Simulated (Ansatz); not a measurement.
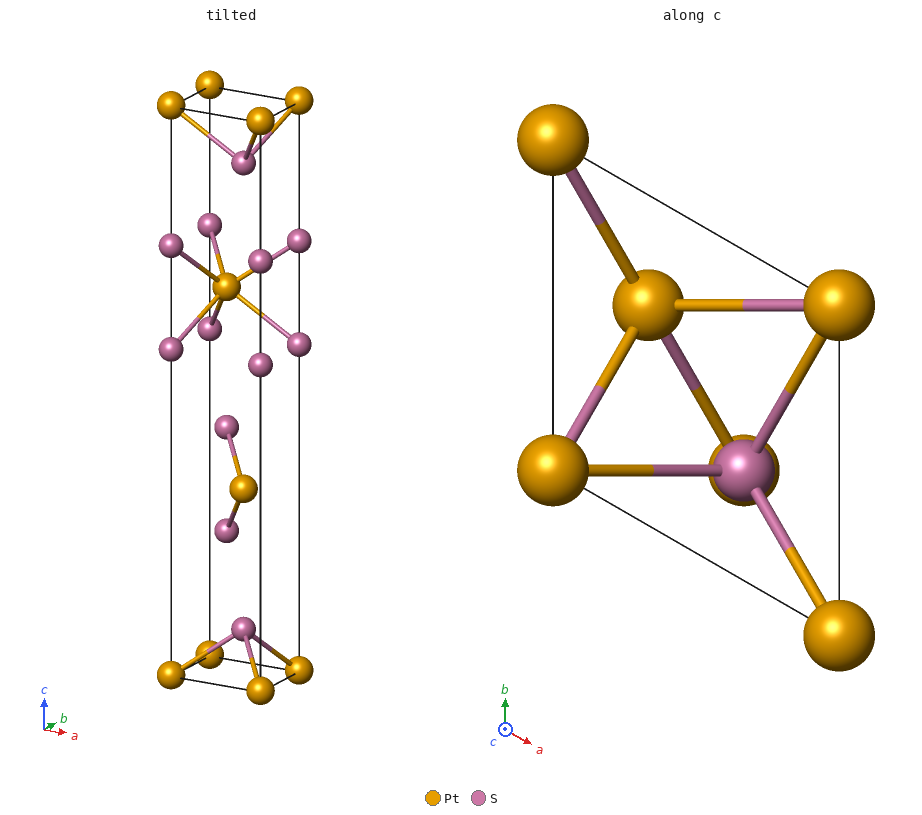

Structure drawing (ball-and-stick), viewed slightly off an axis and along the c axis. Lines trace the edges of the conventional unit cell.

PtS₂, space group R3m (No. 160), a = 3.48 Å, b = 3.48 Å, c = 15.29 Å, α = 90.00°, β = 90.00°, γ = 120.00°.

Calculation details: DFT, PBE, plane waves, PAW in Ansatz 0.2.0; an energy cutoff of 420 eV, k-points about 0.27 Å⁻¹ apart, Fermi-Dirac smearing of 0.02 eV, no spin polarisation.

Question: Classify it as metallic or gapped, with the value.

Answer: A metal: bands cross the Fermi level.

Question: Which way would the volume go on relaxing?

Answer: The computed pressure is 3.3 GPa (compressed: it would expand).

The structure comes from a structure type filled with these elements by a generator (whether the compound takes this form wasn't checked). Earlier steps of the study, as a rule a relaxation of our own, may have changed the cell and positions, so they can lie some per cent off the listed ones. It was run through Ansatz as a DFT input.
